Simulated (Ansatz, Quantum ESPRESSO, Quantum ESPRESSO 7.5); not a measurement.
## Evanescent states of CaO, rock salt type, lattice constant set to 4.743 Å

Wanted: the complex band structure of CaO, rock salt type, lattice constant set to 4.743 Å, as for a tunnel barrier.

Program: Quantum ESPRESSO 7.5. Level of theory: plane-wave DFT, LDA, PseudoDojo norm-conserving pseudopotentials (cross-check by Ansatz 0.2.0 with PAW datasets). Results are calculated unless marked as measured.

### Step 1. Set-up

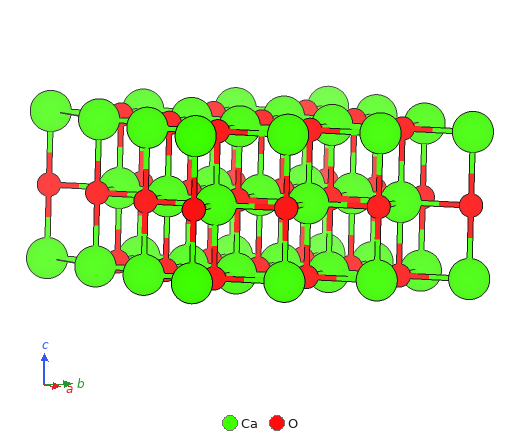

The cell as given, from the side, with the c axis up (calcium green, oxygen red). 3×3×1 cells are drawn. Some periodic images of atoms are drawn too.

### Step 2. Ground state

pwcond needs a cell whose third axis lies along the current and stands perpendicular to the other two.

Input file scf.in:

```
&control
  prefix = 'scf'
  outdir = './out'
  pseudo_dir = './pseudo'
  calculation = 'scf'
  tprnfor = .true.
/
&system
  ibrav = 0
  nat = 4
  ntyp = 2
  ecutwfc = 72
  ecutrho = 288
  occupations = 'fixed'
  nbnd = 20
/
&electrons
  conv_thr = 1e-09
  mixing_beta = 0.6
  electron_maxstep = 120
/
ATOMIC_SPECIES
  Ca  40.0780  Ca.dojo-sr-lda-0.4.1-standard.upf
  O   15.9990  O.dojo-sr-lda-0.4.1-standard.upf
CELL_PARAMETERS angstrom
  3.35380746316779 0.00000000000000 0.00000000000000
  0.00000000000000 3.35380746316779 0.00000000000000
  0.00000000000000 0.00000000000000 4.74300000000000
ATOMIC_POSITIONS crystal
  Ca  0.000000000000 0.000000000000 0.000000000000
  O   0.500000000000 0.500000000000 0.000000000000
  Ca  0.500000000000 0.500000000000 0.500000000000
  O   0.000000000000 0.000000000000 0.500000000000
K_POINTS automatic
  8 8 6 0 0 0
```

Launch:

```sh
OMP_NUM_THREADS=1 mpirun -n 2 pw.x -nk 2 -in scf.in > scf.out
```

Output:

```text
Program PWSCF v.7.5 starts
[citation notice left out]

     Parallel version (MPI & OpenMP), running on       2 processor cores
     Number of MPI processes:                 2
     Threads/MPI process:                     1

     MPI processes distributed on     1 nodes
[...]
Current dimensions of program PWSCF are:
     Max number of different atomic species (ntypx) = 10
     Max number of k-points (npk) =  40000
     Max angular momentum in pseudopotentials (lmaxx) =  4
     Found identity + ( -0.5000 -0.5000 -0.5000) symmetry
     This is a supercell, fractional translations are disabled
     Message from routine setup:
     using ibrav=0 with symmetry is DISCOURAGED, use correct ibrav instead

     K-points division:     npool     =       2
     Subspace diagonalization in iterative solution of the eigenvalue problem:
     a serial algorithm will be used

     G-vector sticks info
     --------------------
     sticks:   dense  smooth     PW     G-vecs:    dense   smooth      PW
     Sum         933     933    277                29757    29757    4871

     Using Slab Decomposition

     bravais-lattice index     =            0
     lattice parameter (alat)  =       6.3378  a.u.
     unit-cell volume          =     360.0195 (a.u.)^3
     number of atoms/cell      =            4
     number of atomic types    =            2
     number of electrons       =        32.00
     number of Kohn-Sham states=           20
     kinetic-energy cutoff     =      72.0000  Ry
     charge density cutoff     =     288.0000  Ry
     scf convergence threshold =      1.0E-09
     mixing beta               =       0.6000
     number of iterations used =            8  plain     mixing
     Exchange-correlation= SLA  PW   NOGX NOGC
                           (   1   4   0   0   0   0   0)

     celldm(1)=   6.337778  celldm(2)=   0.000000  celldm(3)=   0.000000
     celldm(4)=   0.000000  celldm(5)=   0.000000  celldm(6)=   0.000000

     crystal axes: (cart. coord. in units of alat)
               a(1) = (   1.000000   0.000000   0.000000 )
               a(2) = (   0.000000   1.000000   0.000000 )
               a(3) = (   0.000000   0.000000   1.414214 )

     reciprocal axes: (cart. coord. in units 2 pi/alat)
               b(1) = (  1.000000  0.000000  0.000000 )
               b(2) = (  0.000000  1.000000  0.000000 )
               b(3) = (  0.000000  0.000000  0.707107 )

     PseudoPot. # 1 for Ca read from file:
     ./pseudo/Ca.dojo-sr-lda-0.4.1-standard.upf
     Pseudo is Norm-conserving + core correction, Zval = 10.0
     Generated using ONCVPSP code by D. R. Hamann
     Using radial grid of 1724 points,  6 beta functions with:
                l(1) =   0
                l(2) =   0
                l(3) =   1
                l(4) =   1
                l(5) =   2
                l(6) =   2

     PseudoPot. # 2 for O  read from file:
     ./pseudo/O.dojo-sr-lda-0.4.1-standard.upf
     Pseudo is Norm-conserving + core correction, Zval =  6.0
     Generated using ONCVPSP code by D. R. Hamann
     Using radial grid of  926 points,  5 beta functions with:
                l(1) =   0
                l(2) =   0
                l(3) =   1
                l(4) =   1
                l(5) =   2

     atomic species   valence    mass     pseudopotential
     Ca               10.00    40.07800     Ca( 1.00)
     O                 6.00    15.99900     O ( 1.00)

     16 Sym. Ops., with inversion, found

   Cartesian axes

     site n.     atom                  positions (alat units)
         1        Ca     tau(   1) = (   0.0000000   0.0000000   0.0000000  )
         2        O      tau(   2) = (   0.5000000   0.5000000   0.0000000  )
         3        Ca     tau(   3) = (   0.5000000   0.5000000   0.7071068  )
         4        O      tau(   4) = (   0.0000000   0.0000000   0.7071068  )

     number of k points=    60
                       cart. coord. in units 2pi/alat
        k(    1) = (   0.0000000   0.0000000   0.0000000), wk =   0.0052083
        k(    2) = (   0.0000000   0.0000000   0.1178511), wk =   0.0104167
        k(    3) = (   0.0000000   0.0000000   0.2357023), wk =   0.0104167
        k(    4) = (   0.0000000   0.0000000  -0.3535534), wk =   0.0052083
        k(    5) = (   0.0000000   0.1250000   0.0000000), wk =   0.0208333
        k(    6) = (   0.0000000   0.1250000   0.1178511), wk =   0.0416667
        k(    7) = (   0.0000000   0.1250000   0.2357023), wk =   0.0416667
        k(    8) = (   0.0000000   0.1250000  -0.3535534), wk =   0.0208333
        k(    9) = (   0.0000000   0.2500000   0.0000000), wk =   0.0208333
        k(   10) = (   0.0000000   0.2500000   0.1178511), wk =   0.0416667
[...]
k(   60) = (  -0.5000000  -0.5000000  -0.3535534), wk =   0.0052083

     Dense  grid:    29757 G-vectors     FFT dimensions: (  36,  36,  50)

     Estimated max dynamical RAM per process >      63.73 MB

     Estimated total dynamical RAM >     120.20 MB

     Check: negative core charge=   -0.000004

     Initial potential from superposition of free atoms

     starting charge      31.9914, renormalised to      32.0000
     Starting wfcs are   18 randomized atomic wfcs +    2 random wfcs

     total cpu time spent up to now is        2.2 secs

     per-process dynamical memory:    56.4 Mb

     Self-consistent Calculation

     iteration #  1     ecut=    72.00 Ry     beta= 0.60
     Davidson diagonalization with overlap
     ethr =  1.00E-02,  avg # of iterations =  6.5

     total cpu time spent up to now is        9.0 secs

     total energy              =    -220.81614947 Ry
     estimated scf accuracy    <       1.02225212 Ry

     iteration #  2     ecut=    72.00 Ry     beta= 0.60
[...]
total energy              =    -221.00862075 Ry
     estimated scf accuracy    <       1.71429883 Ry

     iteration #  3     ecut=    72.00 Ry     beta= 0.60
[...]
total energy              =    -221.31981229 Ry
     estimated scf accuracy    <       0.00757705 Ry

     iteration #  4     ecut=    72.00 Ry     beta= 0.60
[...]
c_bands:  1 eigenvalues not converged
     c_bands:  1 eigenvalues not converged
     c_bands:  1 eigenvalues not converged
[...]
total energy              =    -221.33011173 Ry
     estimated scf accuracy    <       0.01606889 Ry

     iteration #  5     ecut=    72.00 Ry     beta= 0.60
[...]
total energy              =    -221.33203020 Ry
     estimated scf accuracy    <       0.00062501 Ry

     iteration #  6     ecut=    72.00 Ry     beta= 0.60
[...]
c_bands:  1 eigenvalues not converged
     c_bands:  1 eigenvalues not converged
     c_bands:  1 eigenvalues not converged
[...]
total energy              =    -221.33227105 Ry
     estimated scf accuracy    <       0.00003690 Ry

     iteration #  7     ecut=    72.00 Ry     beta= 0.60
[...]
total energy              =    -221.33227346 Ry
     estimated scf accuracy    <       0.00012763 Ry

     iteration #  8     ecut=    72.00 Ry     beta= 0.60
[...]
total energy              =    -221.33227644 Ry
     estimated scf accuracy    <       0.00002982 Ry

     iteration #  9     ecut=    72.00 Ry     beta= 0.60
[...]
total energy              =    -221.33227266 Ry
     estimated scf accuracy    <       0.00001387 Ry

     iteration # 10     ecut=    72.00 Ry     beta= 0.60
[...]
total energy              =    -221.33227508 Ry
     estimated scf accuracy    <       0.00000034 Ry

     iteration # 11     ecut=    72.00 Ry     beta= 0.60
[...]
total energy              =    -221.33227550 Ry
     estimated scf accuracy    <       0.00000019 Ry

     iteration # 12     ecut=    72.00 Ry     beta= 0.60
[...]
total energy              =    -221.33227626 Ry
     estimated scf accuracy    <       0.00000012 Ry

     iteration # 13     ecut=    72.00 Ry     beta= 0.60
[...]
total energy              =    -221.33227519 Ry
     estimated scf accuracy    <       0.00000705 Ry

     iteration # 14     ecut=    72.00 Ry     beta= 0.60
[...]
total energy              =    -221.33227596 Ry
     estimated scf accuracy    <       0.00000088 Ry

     iteration # 15     ecut=    72.00 Ry     beta= 0.60
[...]
total energy              =    -221.33227507 Ry
     estimated scf accuracy    <       0.00000210 Ry

     iteration # 16     ecut=    72.00 Ry     beta= 0.60
[...]
total energy              =    -221.33227548 Ry
     estimated scf accuracy    <          7.5E-09 Ry

     iteration # 17     ecut=    72.00 Ry     beta= 0.60
[...]
End of self-consistent calculation

          k = 0.0000 0.0000 0.0000 (  3705 PWs)   bands (ev):

   -29.1568 -28.9873 -10.8385 -10.3865 -10.3865 -10.1134 -10.1134 -10.1134
    -7.4016  -7.1561   6.5487   7.4701   7.4701   7.8355   7.8355   7.8355
    11.3069  12.7529  14.0577  14.0577

          k = 0.0000 0.0000 0.1179 (  3696 PWs)   bands (ev):

   -29.1453 -28.9985 -10.8528 -10.3683 -10.3683 -10.2507 -10.1317 -10.1317
    -7.2374  -7.0526   6.3793   7.3682   7.4677   7.4677   7.7735   7.7735
    11.4399  13.1461  13.7845  14.3415

          k = 0.0000 0.0000 0.2357 (  3724 PWs)   bands (ev):

   -29.1140 -29.0292 -10.8486 -10.5242 -10.3185 -10.3185 -10.1819 -10.1819
    -6.9313  -6.8500   6.0842   6.5551   7.4761   7.4761   7.6417   7.6417
    11.8270  13.1424  13.8769  15.0856

          k = 0.0000 0.0000-0.3536 (  3752 PWs)   bands (ev):

   -29.0715 -29.0715 -10.7473 -10.7473 -10.2503 -10.2503 -10.2503 -10.2503
    -6.7679  -6.7679   6.0686   6.0686   7.5293   7.5293   7.5293   7.5293
    12.4261  12.4261  14.6502  14.6502

          k = 0.0000 0.1250 0.0000 (  3701 PWs)   bands (ev):

   -29.1440 -28.9871 -10.8053 -10.5177 -10.3659 -10.2886 -10.1345 -10.1130
    -7.2136  -7.0138   6.5649   7.1260   7.3297   7.4143   7.6387   7.7598
    11.7751  13.2217  13.9543  14.1829

          k = 0.0000 0.1250 0.1179 (  3717 PWs)   bands (ev):

   -29.1333 -28.9974 -10.8656 -10.4508 -10.4328 -10.3490 -10.1299 -10.1221
    -7.0698  -6.9163   6.3672   7.1460   7.1462   7.3237   7.5399   7.5825
    11.8976  13.5851  13.9883  14.3945

[...]
highest occupied, lowest unoccupied level (ev):     7.8355   11.3069

!    total energy              =    -221.33227548 Ry
     estimated scf accuracy    <          5.9E-11 Ry

     The total energy is the sum of the following terms:
     one-electron contribution =     -47.04188230 Ry
     hartree contribution      =      39.99508640 Ry
     xc contribution           =     -45.96870438 Ry
     ewald contribution        =    -168.31677521 Ry

     convergence has been achieved in  17 iterations

     Forces acting on atoms (cartesian axes, Ry/au):

     atom    1 type  1   force =     0.00000000    0.00000000    0.00000000
     atom    2 type  2   force =     0.00000000    0.00000000    0.00000000
     atom    3 type  1   force =     0.00000000    0.00000000    0.00000000
     atom    4 type  2   force =     0.00000000    0.00000000    0.00000000

     Total force =     0.000000     Total SCF correction =     0.000000

[...]
=------------------------------------------------------------------------------=
   JOB DONE.
=------------------------------------------------------------------------------=
```

Run time: 1.8 min. Hardware: 2 MPI ranks of Arm Neoverse N1, shared host; peak memory 0.2 GiB; 3.7 min of CPU time.

This step gave:

```
free energy                          : -3011.3790 eV
valence top, on the run's zero       : 7.835 eV
conduction bottom, on the run's zero : 11.31 eV
gap by band count                    : 3.471 eV
```

The run needed 17 iterations to bring the estimated error under 1e-09 Ry.

(Continued in part 2 of 4.)

[Logs are printed without paths, hosts, clocks, repeated set-up lines and the standing remarks that a program may print on its own settings, such as how far it seeks lower states.]

[Hosts, paths, dates, database ids (printed as entryN), source tags and the programs' standing remarks are cut or masked in the printed files.]

[Maps of the electrostatic potential energy from Ansatz leave out the sawtooth potential of an applied field or a dipole correction, so their vacuum need not be flat; planar profiles and work functions include it.]
